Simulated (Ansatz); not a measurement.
**Pd: density, localisation and related maps**

The calculation's input:

```
crystal:
  lattice:
    - [0.0, 2.8688791755, 2.8688791755]
    - [2.8688791755, 0.0, 2.8688791755]
    - [2.8688791755, 2.8688791755, 0.0]
  atoms:
    - { symbol: Pd, position: [0.125, 0.125, 0.125], spin: 0.419 }
    - { symbol: Pd, position: [0.875, 0.875, 0.875], spin: 0.419 }
hamiltonian:
  xc: mr2scan
  pseudopotentials:
    kind: paw
    azcp:
      Pd: "pseudopotentials/Pd.paw.azcp"
basis:
  ecutwfc: 500
  fft_grid_basis: typed
kpoints:
  mp_grid: { grid: [16, 16, 16], shift: [0, 0, 0] }
magnetization:
  spin_polarized: true
scf:
  occupations: { method: fermi_dirac, width: 0.05 }
output:
  write_density: true
  write_potential: true
  elf: true
  volumetric_format: npy
```

Launched as:

```sh
ansatz run input.yaml --threads 2 --pin off --max-ram 5120MiB --backend cpu --events-out ev --progress --plain --runs-dir out
```

Below, planes, directions and counts refer to the conventional cell (a = 5.74 Å, b = 5.74 Å, c = 5.74 Å, α = 90.00°, β = 90.00°, γ = 90.00°).

Space group Fd-3m; set up as Pd, diamond; a generated structure, not necessarily the stable one; spin-polarised.

Computed with Ansatz, DFT, m-r2SCAN, plane waves (500 eV) with PAW, scalar-relativistic.

Core electrons are frozen (PAW), and the valence fields are smoothed inside the atomic spheres.

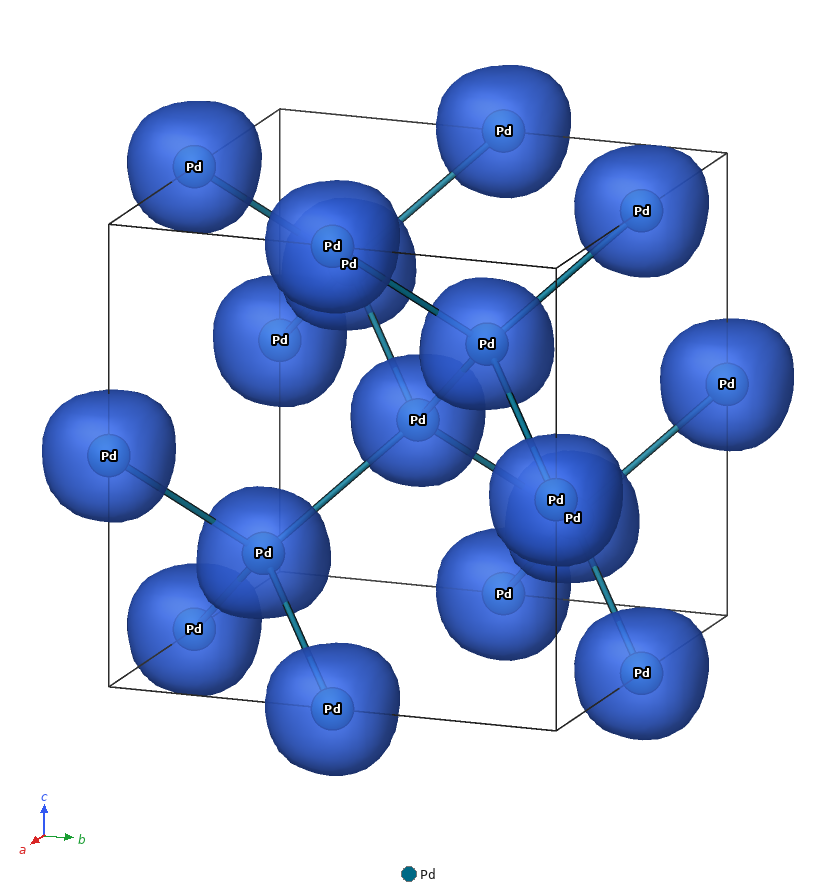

Figure 1. Isosurfaces of the magnetisation density (up minus down) at +0.06 (blue) and −0.06 e/Å³ (red), seen slightly off an axis. Sticks mark near contacts.

> Where is the spin, and how is it ordered?

The spin density sits on Pd: +0.4 μB (×8) in one cell of 8 atoms: parallel moments (a ferromagnetic arrangement) in this solution. The cell of the calculation (2 atoms) carries 0.9 μB of net spin moment. Only one sign reaches the isovalue.

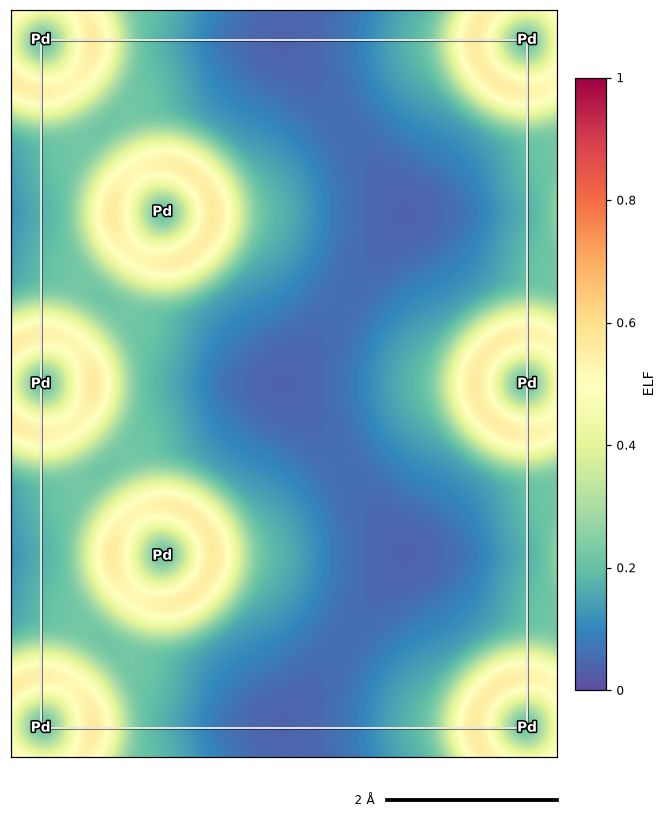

Figure 2. Electron localisation function on the (011) plane of the conventional cell.

> Interpret the plot.

The plane passes through Pd nuclei.
Pd–Pd (2.48 Å): the ELF is about 0.20 at the midpoint (no localised pair shows between them).
The features right at Pd lie inside the PAW spheres, where the map follows smoothed inner orbitals and isn't to be read closely.

> Metal or insulator at this level of theory?

It is gapless in this calculation (a metal or semimetal).
